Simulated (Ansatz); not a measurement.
TiSi₂

```
Ti Si
1.0
     4.76176    0.00000    0.00000
     0.00000    8.18212    0.00000
     0.00000    0.00000    8.49609
Ti Si
8 16
Cartesian
  1.1904 6.1366 2.1240
  1.1904 2.0455 6.3721
  3.5713 6.1366 6.3721
  3.5713 2.0455 2.1240
  0.0000 4.0911 0.0000
  0.0000 0.0000 4.2480
  2.3809 4.0911 4.2480
  2.3809 0.0000 0.0000
  3.5713 4.7961 2.1240
  3.5713 0.7051 6.3721
  1.1904 4.7961 6.3721
  1.1904 0.7051 2.1240
  3.5713 7.4771 2.1240
  3.5713 3.3860 6.3721
  1.1904 7.4771 6.3721
  1.1904 3.3860 2.1240
  0.0000 5.4315 4.2480
  0.0000 1.3405 0.0000
  2.3809 5.4315 0.0000
  2.3809 1.3405 4.2480
  0.0000 6.8416 0.0000
  0.0000 2.7506 4.2480
  2.3809 6.8416 4.2480
  2.3809 2.7506 0.0000
```

Space group Fddd; computed without spin polarisation.

These are results of Ansatz 0.2.0, DFT PBEsol, scalar-relativistic, plane waves, PAW, not measurements.

What can the converged valence pseudo-density and electron localisation function tell about the bonding?

Answer. Ti–Si (2.75 Å): ρ at the midpoint is about 0.25 e/Å³; the ELF peaks at about 0.75 in the valence shell of Si, 1.0 Å from its nucleus, and is about 0.40 at the midpoint.

Does the calculation make it a metal, or give it a gap?

Answer. It is gapless in this calculation (a metal or semimetal).

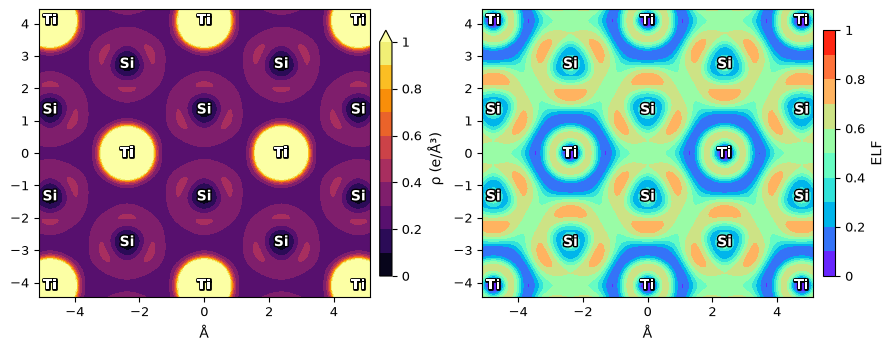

Computed valence pseudo-density and electron localisation function on the (001) plane of the conventional cell, in this order. 
